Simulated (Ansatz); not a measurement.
Al, as given below.

```yaml
crystal:
  lattice:
    - [2.87923, 0.00000, 0.00000]
    - [-1.43962, 2.49349, 0.00000]
    - [0.00000, 0.00000, 4.60355]
  atoms:
    - { symbol: Al, position: [0.33333, 0.66667, 0.75000] }
    - { symbol: Al, position: [0.66667, 0.33333, 0.25000] }
```

It is based on the geometry relaxed at fixed volume with Ansatz 0.2.0, DFT HSE06, scalar-relativistic, plane waves, PAW; the starting structure was generated, so it need not be a known form of this composition.

> Predict the first 3 clear peaks of the X-ray G(r) with σ = 0.07 Å, and name the atom pairs.

1. 2.86 Å: Al–Al at 2.84–2.88 Å
2. 4.04 Å: Al–Al at 4.04 Å
3. 4.60 Å: Al–Al at 4.60 Å

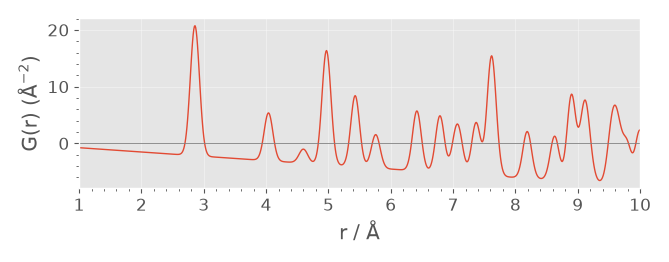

Simulated X-ray pair distribution function, G(r) = R(r)/r − 4πρ₀r, summed over the atomic distances of the structure with each pair weighted by the product of the atomic numbers (X-ray weights at Q = 0); every distance is a Gaussian of σ = 0.07 Å, damped by exp(−(Q_damp r)²/2) with Q_damp = 0.020 Å⁻¹. There is no Q-range truncation.
